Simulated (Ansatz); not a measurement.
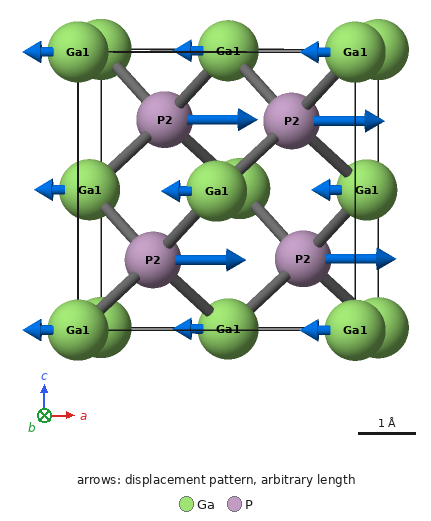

One vibrational mode of solid GaP relaxed at 50 GPa at the zone centre. The blue arrows are the displacements of the atoms (eigenvector over the root of the mass), of arbitrary overall length and sign. Style: ball-and-stick. Shown: the conventional cell (4 times the calculation's cell), from a free direction. Lengths and directions refer to the drawn axes.

The calculation used Ansatz 0.2.0, DFT LDA, scalar-relativistic, plane waves, PAW. Set-up: plane-wave cutoff 420 eV; k-point mesh 10 × 10 × 10; occupations fixed; target pressure 50 GPa; no spin polarisation.

Frequencies are those without the non-analytic (LO–TO) term.

Question: What mode is this, and where does it lie in the spectrum?

Answer: This is the T₂ mode (triply degenerate; one member of the set is drawn) at 516 cm⁻¹, the only optical level, infrared- and Raman-active by symmetry. The P sublattice moves against the Ga sublattice, along a; the kinetic energy is shared as P 69 %, Ga 31 %. Its infrared intensity is 7.8 (D/Å)²/amu for the set. The value is the transverse one; the longitudinal partner lies at 535 cm⁻¹.
